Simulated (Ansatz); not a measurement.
## MoSe: geometry relaxation

The run: geometry relaxation of MoSe (R-3m, 2 atoms in the cell). Method and program: DFT PBE, scalar-relativistic, plane waves, PAW, no spin polarisation (Ansatz 0.2.0).

The structure was built on a prototype by a generator; it need not be a known phase. It belongs to a series of runs on one base structure; here: CuPt (L1_1) type (R-3m, No. 166). Figures and captions count atoms from 1; the log counts them from 0 in places.

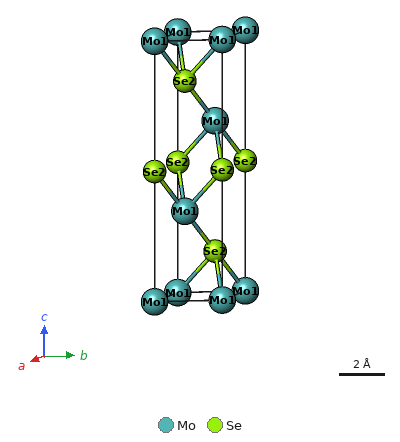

**Figure 1.** The structure as given in the input (ball-and-stick view of the cell 3 times as large as that of the calculation, set on its symmetry axes, seen slightly off an axis; atoms are numbered from 1 in the order of the input).

Input
```yaml
crystal:
  lattice:
    - [1.546245178, 0.8927250698, 3.9448574513]
    - [-1.546245178, 0.8927250698, 3.9448574513]
    - [0.0, -1.7854501395, 3.9448574513]
  atoms:
    - { symbol: Mo, position: [0.0, 0.0, 0.0] }
    - { symbol: Se, position: [0.5, 0.5, 0.5] }
basis:
  ecutwfc: 420
kpoints:
  mp_grid: { grid: [24, 24, 24] }
hamiltonian:
  xc: pbe
scf:
  occupations: { method: gaussian, width: 0.1 }
output:
  forces: true
  stress: true
  eigenvalues: true
relax:
  adjacent_minimum: "off"
  f_tol: 0.01
  max_steps: 80
  cell: { stress_tol: 0.05 }
```

Run on 1 thread of Intel Xeon (Granite Rapids), 192 GiB of memory available, shared host.

Launched with:
```bash
ansatz run input.yaml --threads 1 --pin off --max-ram 2560MiB --backend cpu --events-out ev --progress --plain --runs-dir out
```

Log
```
Engine: ansatz 0.2.0, x86_64-unknown-linux-gnu
Pseudopotentials: kind: paw
Pseudopotential: Mo, paw, valence charge 14, recommended cutoff 420 eV (normal), Mo.paw.azcp
Pseudopotential: Se, paw, valence charge 16, recommended cutoff 420 eV (normal), Se.paw.azcp
Functional definition: PBE
  parameter kappa = 0.804
  parameter beta = 0.06672455060314922
  exchange = pbe_x(kappa = kappa, mu = beta*pi^2/3)
  correlation = pbe_c(beta = beta)
Crystal: 2 atoms, lattice volume = 32.672 Å³
Basis set: ecut = 420 eV, 637 PW (Γ), exchange–correlation on 60×60×60 points (8 copies of the dense FFT grid, shifted against one another)
Bands: 19, of which v1, the nominal top of the filled ones, is band 15 counted from 1 (14 counted from 0)
Symmetry: 12 space group operations
Space group: R-3m (ITA 166), of the structure as read, at distance tolerance 3.2e-5 Å
k-points: 1313 of 13824
Non-local potential: Mo, projectors of the file, l = 0: 3, l = 1: 2, l = 2: 2, l = 3: 1
Non-local potential: Se, projectors of the file, l = 0: 2, l = 1: 2, l = 2: 3, l = 3: 1
PAW form: soft (Blöchl's): semilocal exchange-correlation on the pseudo side does not see the compensation charge
PAW one-centre angular grid: Mo, 590 points (default); XC on 64 Gauss nodes
PAW one-centre angular grid: Se, 590 points (default); XC on 64 Gauss nodes
Initial density: superposition of atomic densities (neutral atoms: chi_scale 0, normalization atom), corrected by the library's trained network
Initial wavefunctions: pseudopotential atomic-orbital guess
Functional: x = pbe(κ = 0.804, μ = 0.2195149727645171), c = pbe(β = 0.06672455060314922)
SCF iter   1: F=—  HF=-10424.805709 eV  |F-HF|=—  |Δ(HF+E_count)|=         —  Δρ=9.91e-3  dr2=3.37e-2  ethr=1.77e-3  ⟨swp⟩=5.1  Hψ=116106  notcnv=0
preconditioner: auto → Kerker (q_TF=auto, 2.690 Å⁻¹)  [metal: Δε(μ)=0.001 eV  Ē_g=8.179 eV  σ=0.100 eV  W_gap=0.01  n_scr=14 (ndim 8)  ℏωp=22.5 eV  f_vac=0.000  D(μ)=2.07/eV (n_scr^D=22)]
SCF iter   2: F=—  HF=-10424.800788 eV  |F-HF|=—  |Δ(HF+E_count)|=   4.92e-3  Δρ=4.06e-3  dr2=3.33e-3  ethr=1.12e-4  ⟨swp⟩=1.0  Hψ=35478  notcnv=0
SCF iter   3: F=—  HF=-10424.800602 eV  |F-HF|=—  |Δ(HF+E_count)|=   1.86e-4  Δρ=1.47e-3  dr2=4.14e-4  ethr=1.11e-5  ⟨swp⟩=2.4  Hψ=43439  notcnv=0
SCF iter   4: F=—  HF=-10424.800648 eV  |F-HF|=—  |Δ(HF+E_count)|=   4.68e-5  Δρ=4.01e-4  dr2=4.00e-5  ethr=1.38e-6  ⟨swp⟩=2.0  Hψ=43168  notcnv=0
SCF iter   5: F=—  HF=-10424.800655 eV  |F-HF|=—  |Δ(HF+E_count)|=   6.32e-6  Δρ=1.35e-4  dr2=5.69e-6  ethr=1.33e-7  ⟨swp⟩=2.0  Hψ=39542  notcnv=0
SCF iter   6: F=—  HF=-10424.800656 eV  |F-HF|=—  |Δ(HF+E_count)|=   1.10e-6  Δρ=2.78e-5  dr2=2.25e-7  ethr=1.90e-8  ⟨swp⟩=2.2  Hψ=32657  notcnv=0
SCF iter   7: F=-10424.800656 eV  HF=-10424.800656 eV  |F-HF|=8.49e-10  |Δ(HF+E_count)|=   3.97e-8  Δρ=5.41e-6  dr2=6.87e-9  ethr=3.33e-10  ⟨swp⟩=5.0  Hψ=91803  notcnv=0
SCF 1 converged in 7 iterations: F = -10424.800656 eV  dr2 = 6.87e-9
  greatest PAW one-centre occupation: 1.000 electrons in one spin orbital (limit 2), on the Se atom at site 1 (counted from 0), in its partial waves of l = 2
relax step   1: F+E_penalty+E_count = -10424.80065589 eV  Δ(F+E_penalty+E_count) = +0.000e0 eV  max|allowed force component| = 1.052e-29 eV/Å  Δτ_max = 0.0000 Å  P = -0.276 GPa  Ω = 32.672 Å³  (7 SCF iters, dr2 threshold 1.00e-7 eV, accepted)
Crystal: 2 atoms, lattice volume = 32.772 Å³
Initial density: handed on by an earlier stage of this run
Initial wavefunctions: those handed on with the density
iter 1 solved again at ethr=4.59e-6 eV; its pass at ethr=3.10e-3 eV (dr2=1.38e-3 eV) is discarded
SCF iter   1: F=—  HF=-10424.801345 eV  |F-HF|=—  |Δ(HF+E_count)|=         —  Δρ=1.57e-3  dr2=1.35e-3  ethr=4.59e-6  ⟨swp⟩=2.0  Hψ=142927  notcnv=0
preconditioner: auto → Kerker (q_TF=auto, 2.688 Å⁻¹)  [metal: Δε(μ)=0.001 eV  Ē_g=8.147 eV  σ=0.100 eV  W_gap=0.01  n_scr=14 (ndim 8)  ℏωp=22.5 eV  f_vac=0.000  D(μ)=2.09/eV (n_scr^D=22)]
SCF iter   2: F=—  HF=-10424.801111 eV  |F-HF|=—  |Δ(HF+E_count)|=   2.34e-4  Δρ=9.29e-4  dr2=5.26e-4  ethr=4.49e-6  ⟨swp⟩=1.0  Hψ=24947  notcnv=0
SCF iter   3: F=—  HF=-10424.800956 eV  |F-HF|=—  |Δ(HF+E_count)|=   1.55e-4  Δρ=2.01e-4  dr2=2.18e-5  ethr=1.75e-6  ⟨swp⟩=2.3  Hψ=34309  notcnv=0
SCF iter   4: F=—  HF=-10424.800953 eV  |F-HF|=—  |Δ(HF+E_count)|=   3.88e-6  Δρ=1.15e-4  dr2=3.17e-6  ethr=7.25e-8  ⟨swp⟩=2.0  Hψ=42004  notcnv=0
SCF iter   5: F=-10424.800952 eV  HF=-10424.800952 eV  |F-HF|=1.79e-8  |Δ(HF+E_count)|=   7.55e-7  Δρ=2.91e-5  dr2=1.92e-7  ethr=6.67e-10  ⟨swp⟩=3.1  Hψ=112474  notcnv=0
SCF 2 converged in 5 iterations: F = -10424.800952 eV  dr2 = 1.92e-7
relax step   2: F+E_penalty+E_count = -10424.80095174 eV  Δ(F+E_penalty+E_count) = -2.959e-4 eV  max|allowed force component| = 4.207e-30 eV/Å  Δτ_max = 0.0000 Å  P = -0.361 GPa  Ω = 32.772 Å³  energy of the carried Pulay correction = -1.218e-5 eV  (5 SCF iters, dr2 threshold 2.00e-7 eV, accepted)
Crystal: 2 atoms, lattice volume = 32.623 Å³
iter 1 solved again at ethr=9.82e-7 eV; its pass at ethr=3.10e-3 eV (dr2=2.95e-4 eV) is discarded
SCF iter   1: F=—  HF=-10424.801817 eV  |F-HF|=—  |Δ(HF+E_count)|=         —  Δρ=7.88e-4  dr2=3.90e-4  ethr=9.82e-7  ⟨swp⟩=2.3  Hψ=136879  notcnv=0
preconditioner: auto → Kerker (q_TF=auto, 2.690 Å⁻¹)  [metal: Δε(μ)=0.000 eV  Ē_g=8.163 eV  σ=0.100 eV  W_gap=0.00  n_scr=14 (ndim 8)  ℏωp=22.5 eV  f_vac=0.000  D(μ)=2.07/eV (n_scr^D=22)]
SCF iter   2: F=—  HF=-10424.801753 eV  |F-HF|=—  |Δ(HF+E_count)|=   6.45e-5  Δρ=4.64e-4  dr2=1.40e-4  ethr=9.82e-7  ⟨swp⟩=1.0  Hψ=24947  notcnv=0
SCF iter   3: F=—  HF=-10424.801717 eV  |F-HF|=—  |Δ(HF+E_count)|=   3.59e-5  Δρ=1.22e-4  dr2=1.16e-5  ethr=4.66e-7  ⟨swp⟩=2.8  Hψ=44099  notcnv=0
SCF iter   4: F=—  HF=-10424.801713 eV  |F-HF|=—  |Δ(HF+E_count)|=   3.84e-6  Δρ=6.36e-5  dr2=9.36e-7  ethr=3.86e-8  ⟨swp⟩=2.0  Hψ=41290  notcnv=0
SCF iter   5: F=-10424.801713 eV  HF=-10424.801713 eV  |F-HF|=7.17e-9  |Δ(HF+E_count)|=   8.59e-8  Δρ=1.44e-5  dr2=4.96e-8  ethr=6.67e-10  ⟨swp⟩=5.0  Hψ=112361  notcnv=0
SCF 3 converged in 5 iterations: F = -10424.801713 eV  dr2 = 4.96e-8
relax step   3: F+E_penalty+E_count = -10424.80171298 eV  Δ(F+E_penalty+E_count) = -7.612e-4 eV  max|allowed force component| = 5.890e-29 eV/Å  Δτ_max = 0.0000 Å  P = +0.209 GPa  Ω = 32.623 Å³  energy of the carried Pulay correction = +1.252e-5 eV  (5 SCF iters, dr2 threshold 2.00e-7 eV, accepted)
Crystal: 2 atoms, lattice volume = 32.676 Å³
iter 1 solved again at ethr=1.64e-8 eV; its pass at ethr=3.10e-3 eV (dr2=4.91e-6 eV) is discarded
SCF iter   1: F=—  HF=-10424.801721 eV  |F-HF|=—  |Δ(HF+E_count)|=         —  Δρ=9.84e-5  dr2=4.49e-6  ethr=1.64e-8  ⟨swp⟩=2.0  Hψ=134135  notcnv=0
preconditioner: auto → Kerker (q_TF=auto, 2.690 Å⁻¹)  [metal: Δε(μ)=0.001 eV  Ē_g=8.152 eV  σ=0.100 eV  W_gap=0.00  n_scr=14 (ndim 8)  ℏωp=22.5 eV  f_vac=0.000  D(μ)=2.07/eV (n_scr^D=22)]
SCF iter   2: F=—  HF=-10424.801725 eV  |F-HF|=—  |Δ(HF+E_count)|=   3.91e-6  Δρ=4.44e-5  dr2=6.80e-7  ethr=1.50e-8  ⟨swp⟩=1.1  Hψ=25062  notcnv=0
SCF iter   3: F=-10424.801725 eV  HF=-10424.801725 eV  |F-HF|=6.43e-8  |Δ(HF+E_count)|=   1.10e-7  Δρ=1.85e-5  dr2=1.25e-7  ethr=5.17e-10  ⟨swp⟩=5.0  Hψ=107005  notcnv=0
SCF 4 converged in 3 iterations: F = -10424.801725 eV  dr2 = 1.25e-7
relax step   4: F+E_penalty+E_count = -10424.80172483 eV  Δ(F+E_penalty+E_count) = -1.185e-5 eV  max|allowed force component| = 1.893e-29 eV/Å  Δτ_max = 0.0000 Å  P = -0.077 GPa  Ω = 32.676 Å³  energy of the carried Pulay correction = +2.568e-6 eV  (3 SCF iters, dr2 threshold 1.55e-7 eV, accepted)
Crystal: 2 atoms, lattice volume = 32.663 Å³
iter 1 solved again at ethr=8.17e-10 eV; its pass at ethr=3.10e-3 eV (dr2=2.45e-7 eV) is discarded
SCF iter   1: F=—  HF=-10424.801727 eV  |F-HF|=—  |Δ(HF+E_count)|=         —  Δρ=2.74e-5  dr2=2.83e-7  ethr=8.17e-10  ⟨swp⟩=3.0  Hψ=142262  notcnv=0
preconditioner: auto → Kerker (q_TF=auto, 2.690 Å⁻¹)  [metal: Δε(μ)=0.000 eV  Ē_g=8.156 eV  σ=0.100 eV  W_gap=0.00  n_scr=14 (ndim 8)  ℏωp=22.5 eV  f_vac=0.000  D(μ)=2.07/eV (n_scr^D=22)]
SCF iter   2: F=—  HF=-10424.801732 eV  |F-HF|=—  |Δ(HF+E_count)|=   4.42e-6  Δρ=1.35e-5  dr2=8.77e-8  ethr=8.17e-10  ⟨swp⟩=2.1  Hψ=31325  notcnv=0
SCF iter   3: F=-10424.801732 eV  HF=-10424.801732 eV  |F-HF|=6.82e-9  |Δ(HF+E_count)|=   2.35e-8  Δρ=4.17e-6  dr2=1.08e-8  ethr=1.27e-10  ⟨swp⟩=4.0  Hψ=81598  notcnv=0
SCF 5 converged in 3 iterations: F = -10424.801732 eV  dr2 = 1.08e-8
relax step   5: F+E_penalty+E_count = -10424.80173187 eV  Δ(F+E_penalty+E_count) = -7.041e-6 eV  max|allowed force component| = 1.346e-28 eV/Å  Δτ_max = 0.0000 Å  P = -0.000 GPa  Ω = 32.663 Å³  energy of the carried Pulay correction = +5.131e-6 eV  (3 SCF iters, dr2 threshold 3.80e-8 eV, accepted)
Initial wavefunctions: pseudopotential atomic-orbital guess (no wavefunctions were taken with the density)
iter 1 solved again at ethr=6.14e-9 eV; its pass at ethr=3.10e-3 eV (dr2=1.84e-6 eV) is discarded
SCF iter   1: F=—  HF=-10424.801680 eV  |F-HF|=—  |Δ(HF+E_count)|=         —  Δρ=1.99e-4  dr2=2.83e-7  ethr=6.14e-9  ⟨swp⟩=3.5  Hψ=194135  notcnv=0
SCF iter   2: F=—  HF=-10424.801716 eV  |F-HF|=—  |Δ(HF+E_count)|=   3.62e-5  Δρ=1.01e-4  dr2=7.57e-8  ethr=9.44e-10  ⟨swp⟩=1.0  Hψ=24947  notcnv=0
SCF iter   3: F=—  HF=-10424.801727 eV  |F-HF|=—  |Δ(HF+E_count)|=   1.10e-5  Δρ=1.00e-6  dr2=5.82e-10  ethr=2.52e-10  ⟨swp⟩=1.0  Hψ=24947  notcnv=0
SCF iter   4: F=—  HF=-10424.801727 eV  |F-HF|=—  |Δ(HF+E_count)|=  9.46e-11  Δρ=3.74e-7  dr2=6.05e-11  ethr=1.94e-12  ⟨swp⟩=2.0  Hψ=42176  notcnv=0
SCF iter   5: F=-10424.801727 eV  HF=-10424.801727 eV  |F-HF|=1.09e-11  |Δ(HF+E_count)|=  2.18e-11  Δρ=1.50e-7  dr2=1.23e-11  ethr=1.00e-12  ⟨swp⟩=5.0  Hψ=106932  notcnv=0
SCF 6 converged in 5 iterations: F = -10424.801727 eV  dr2 = 1.23e-11
relax step   6: F+E_penalty+E_count = -10424.80172695 eV  Δ(F+E_penalty+E_count) = +4.916e-6 eV  max|allowed force component| = 5.049e-29 eV/Å  Δτ_max = 0.0000 Å  P = -0.000 GPa  Ω = 32.663 Å³  stress off target by 1.28e-3 GPa  SCF on the basis re-selected at this cell (its energy is not comparable with the rows above)  (5 SCF iters)
```

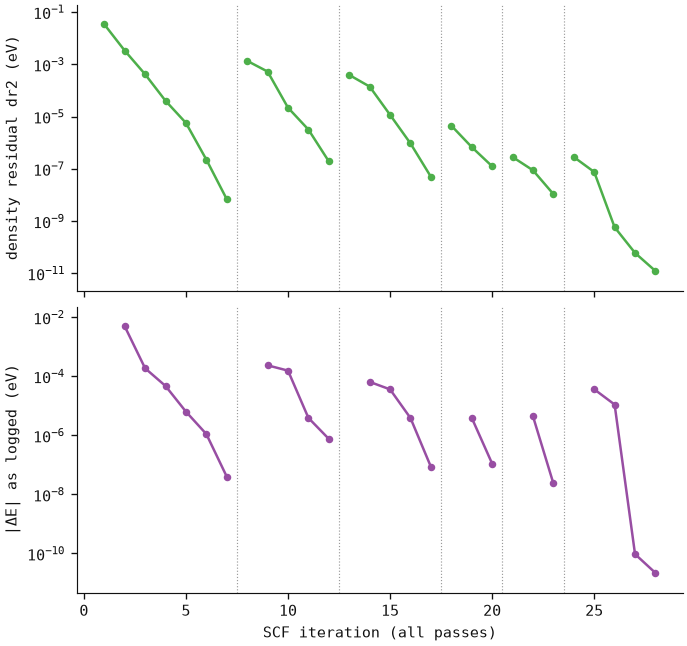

**Figure 2.** Convergence of the self-consistent field: density residual dr2 and size of the energy change against the SCF iteration. The dotted lines part the SCF passes of the relaxation: geometry steps, rejected trials and re-solves on a re-selected basis. The 6 passes take 3 to 7 iterations each, 28 in all.

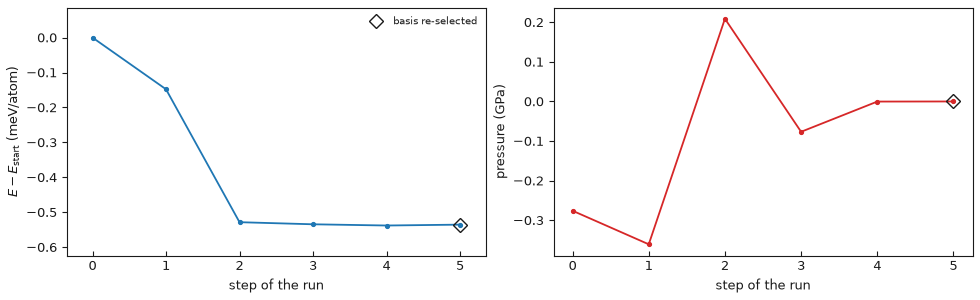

**Figure 3.** Progress of the relaxation, step by step (the first geometry is step 0 here and step 1 in the log).

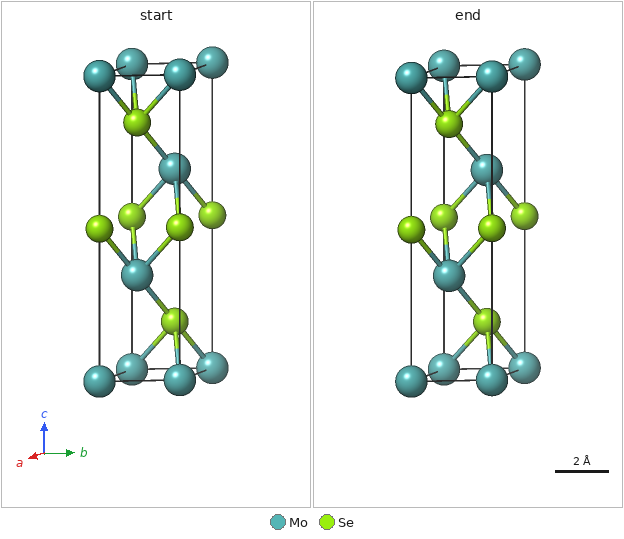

**Figure 4.** Before (left) and after (right) the relaxation, at one scale (ball-and-stick view of the cell 3 times as large as that of the calculation, set on its symmetry axes, seen slightly off an axis). The atoms keep their places relative to the cell (all moves are under 0.005 Å). The drawn cell changes at constant volume: a = b 3.092 → 3.101 Å (+0.3 %), c 11.835 → 11.764 Å (−0.6 %). Distances before and after: Mo1–Se2 2.661 → 2.655 Å. The space group stays R-3m (No. 166). The energy falls by 0.5 meV per atom in 4 geometry steps. All forces vanish by symmetry, so only the cell relaxes. Pressure: −0.28 GPa at the start and 0.00 GPa at the end. A last SCF at the same geometry on a re-selected plane-wave basis shifts the energy by +0.0 meV per atom. (Atoms are counted from 1 in the order of the input.)

```
basis re-selected at this cell: Δ(F+E_penalty+E_count) = +4.916e-6 eV, ΔP = +0.000 GPa vs the last step (what re-selecting the basis moved, of the pressure what is left beyond the Pulay correction that the steps carried, after the strain that the cell walked since its last selection, with what the two solves' SCF thresholds leave and, on support functions, any second-order correction that the steps lacked; it is no measure of the basis error at this ecutwfc). This SCF's stress stands 1.28e-3 GPa from its target on what of the cell is left free (relax.cell.stress_tol is 5.00e-2 GPa) and its largest allowed force component is 5.05e-29 eV/Å (relax.f_tol is 1.00e-2 eV/Å): within both
SCF converged after 5 iterations
Free energy (F): -10424.801727 eV
Harris-Foulkes:  -10424.801727 eV  (|F-HF|=1.09e-11)
Internal energy: -10424.791362 eV  (E = F + TS)
E sigma→0 (E₀):  -10424.796545 eV
Entropy (-TS):   -0.010365 eV (-5.182 meV/atom)
Fermi energy:    17.901706 eV
--- Per-component energies (eV) ---
  E_band       = -347.368236
  E_kinetic    = 562.004889
  E_local      = -2716.829573  (includes V_loc(G=0)·N_el)
  E_nonlocal   = -450.112360
  E_hartree    = 1256.623057
  E_xc         = -288.293895
  E_vxc        = -328.199671  (∫ρ·V_xc dr)
  E_paw        = -5114.172741  (= ΣΔE_a)
  E_vpaw       = 72.522891  (= ΣTr[D̂ρ^β])
  E_aug_tail   = -0.000545  (compensation charges beyond the density's cutoff)
  E_ewald      = -3674.010195
  E_smearing   = -0.010365  (= −TS)
  E_closure    = 0.000000  (closes the sum)
  Σ components = -10424.801727   (vs F -10424.801727, Δ=0.00e0)
--- Forces (eV/Å), atoms counted from 1 ---
  atom   1  Mo     0.00000000     0.00000000     0.00000000
  atom   2  Se     0.00000000    -0.00000000     0.00000000
  max |Σ_I F_I| component: 1.01e-28 eV/Å
--- Stress (GPa, compression-positive) ---
       -0.000702       0.000000       0.000000
        0.000000      -0.000702       0.000000
        0.000000       0.000000       0.001275
  P = ⅓ Tr σ = -0.0000 GPa (-0.000 kbar)
--- Band table (eV; the first three rows and the last of 1313) ---
  k-point 0: bands = ["-43.2325", "-30.8891", "-30.8835", "-30.8835", "-30.8698", "-30.8698", "-17.4192", "-17.0850", "-17.0850", "1.6539", "13.4072", "14.0089", "16.7678", "16.7678", "18.0077", "18.0077", "18.6200", "18.6200", "21.8938"]
  k-point 1: bands = ["-43.2316", "-30.8890", "-30.8836", "-30.8835", "-30.8698", "-30.8696", "-17.4180", "-17.0927", "-17.0867", "1.6862", "13.3357", "14.0771", "16.7422", "16.8042", "17.7187", "17.8131", "18.6347", "18.9120", "22.0460"]
  k-point 2: bands = ["-43.2291", "-30.8888", "-30.8838", "-30.8836", "-30.8698", "-30.8692", "-17.4145", "-17.1153", "-17.0917", "1.7822", "13.1622", "14.2468", "16.5883", "16.8956", "17.2816", "17.3518", "18.7537", "19.3742", "22.3850"]
  k-point 1312: bands = ["-43.2315", "-30.8892", "-30.8836", "-30.8836", "-30.8698", "-30.8698", "-17.4607", "-17.0840", "-17.0840", "2.4862", "9.8109", "15.5242", "15.5242", "16.0539", "17.9940", "17.9940", "21.7625", "21.7625", "24.4750"]
--- Relaxed structure (5 steps of the walk, 5 accepted, 1 SCFs on fresh bases) ---
  F+E_penalty+E_count = -10424.80172695 eV   max|allowed force component| = 5.049e-29 eV/Å   (the final SCF, on the basis selected at the relaxed cell)
  cell:  # Å, volume = 32.6628 Å³
    - [1.550673625870598, 0.8952818353382092, 3.9212291432086603]
    - [-1.550673625870598, 0.8952818353382092, 3.9212291432086603]
    - [5.026695711611515e-34, -1.790563670626718, 3.9212291432200073]
  atoms:
    - { symbol: Mo, position: [3.0647645186970185e-35, 1.5078235725157516e-35, 3.9717320601675914e-35] }
    - { symbol: Se, position: [0.5000000000000001, 0.5000000000000001, 0.5000000000000001] }
```

Trajectory as extended XYZ (Å, eV, eV/Å), 6 frames, from step=1 to step=6
```
2
Lattice="1.5462 0.8927 3.9449 -1.5462 0.8927 3.9449 0.0000 -1.7854 3.9449" Properties=species:S:1:pos:R:3:forces:R:3 step=1 energy=-10424.80066 pressure_GPa=-0.28
Mo    0.0000    0.0000    0.0000    0.0000   0.0000   0.0000
Se    0.0000    0.0000    5.9173    0.0000   0.0000   0.0000
2
Lattice="1.5561 0.8984 3.9067 -1.5561 0.8984 3.9067 0.0000 -1.7969 3.9067" Properties=species:S:1:pos:R:3:forces:R:3 step=2 energy=-10424.80095 pressure_GPa=-0.36
Mo    0.0000    0.0000    0.0000    0.0000   0.0000   0.0000
Se    0.0000    0.0000    5.8601    0.0000   0.0000   0.0000
2
Lattice="1.5501 0.8949 3.9195 -1.5501 0.8949 3.9195 0.0000 -1.7899 3.9195" Properties=species:S:1:pos:R:3:forces:R:3 step=3 energy=-10424.80171 pressure_GPa=0.21
Mo    0.0000    0.0000    0.0000    0.0000   0.0000   0.0000
Se    0.0000    0.0000    5.8792    0.0000   0.0000   0.0000
2
Lattice="1.5507 0.8953 3.9225 -1.5507 0.8953 3.9225 0.0000 -1.7906 3.9225" Properties=species:S:1:pos:R:3:forces:R:3 step=4 energy=-10424.80172 pressure_GPa=-0.08
Mo    0.0000    0.0000    0.0000    0.0000   0.0000   0.0000
Se    0.0000    0.0000    5.8837    0.0000   0.0000   0.0000
2
Lattice="1.5507 0.8953 3.9212 -1.5507 0.8953 3.9212 0.0000 -1.7906 3.9212" Properties=species:S:1:pos:R:3:forces:R:3 step=5 energy=-10424.80173 pressure_GPa=-0.00
Mo    0.0000    0.0000    0.0000    0.0000   0.0000   0.0000
Se    0.0000    0.0000    5.8818    0.0000   0.0000   0.0000
2
Lattice="1.5507 0.8953 3.9212 -1.5507 0.8953 3.9212 0.0000 -1.7906 3.9212" Properties=species:S:1:pos:R:3:forces:R:3 step=6 energy=-10424.80173 pressure_GPa=-0.00
Mo    0.0000    0.0000    0.0000    0.0000   0.0000   0.0000
Se    0.0000    0.0000    5.8818    0.0000   0.0000   0.0000
```

Results in brief

```csv
quantity,value
outcome,converged
space group (tolerance 0.01 Å),R-3m (166)
electrons treated,30
free energy,−10424.8017 eV
Fermi energy,17.902 eV
gap on the k-point mesh,none (metallic)
pressure,0.00 GPa
final volume,32.66 Å³
largest force (length of the vector) at the end,under 0.001 eV/Å
final cell,"a = 4.311 Å, b = 4.311 Å, c = 4.311 Å, α = 42.17°, β = 42.17°, γ = 42.17°"
wall time,2.1 min
peak memory,1 GiB
```
